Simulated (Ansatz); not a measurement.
The coordinates of a crystal:

```
Ti Al
1.0
     2.74388    0.00000    0.00000
     0.00000    2.74388    0.00000
     0.00000    0.00000    3.96890
Ti Al
1 1
Direct
  0.50000 0.50000 0.50000
  0.00000 0.00000 0.00000
```

Question: Give a crystallographic description of this input.

Answer: Chemical formula TiAl. The lattice is primitive tetragonal and the space group P4/mmm (No. 123). The prototype is CuAu (L1₀) type. The cell has 2 atoms, namely 1 Ti, 1 Al. The coordination shell of Ti holds eight Al and four Ti in a cuboctahedral arrangement (2.78 Å to Al, 2.74 Å to Ti). Al bonds to eight Ti and four Al in a cuboctahedral arrangement (2.78 Å to Ti, 2.74 Å to Al). The bonds build a three-dimensional framework.

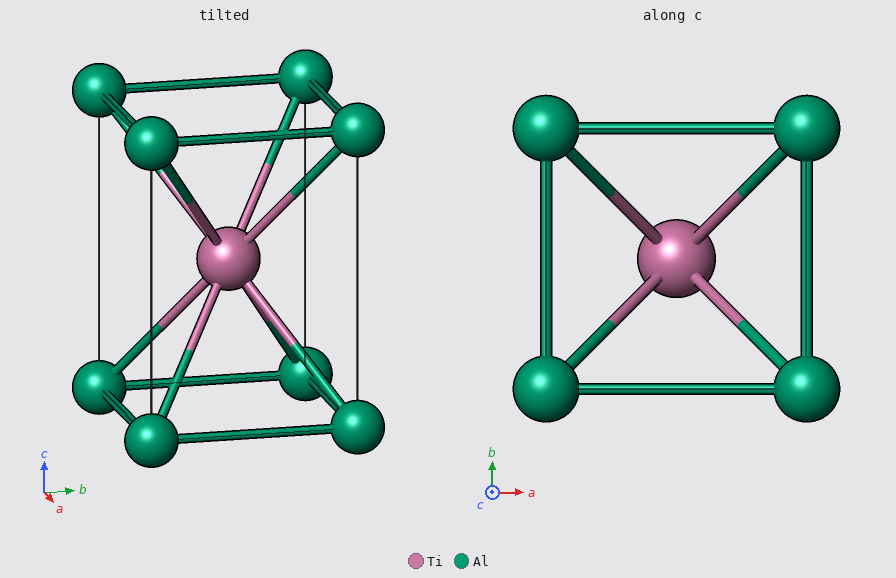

Ball-and-stick drawing of the structure, looking slightly off an axis and along the c axis. The frame is the conventional unit cell; atoms at its boundary are shown with their periodic copies. Colours: titanium pink, aluminium teal.

Starting structure: a structure listed in the Materials Project. It was relaxed with DFT r2SCAN, scalar-relativistic, plane waves, PAW in Ansatz under a constraint or pressure on the cell, so some stress remains.

At this level of theory the run's own cell isn't at rest (compressed, at 10 GPa), so its distances can differ from those at equilibrium, the more so the softer the solid.
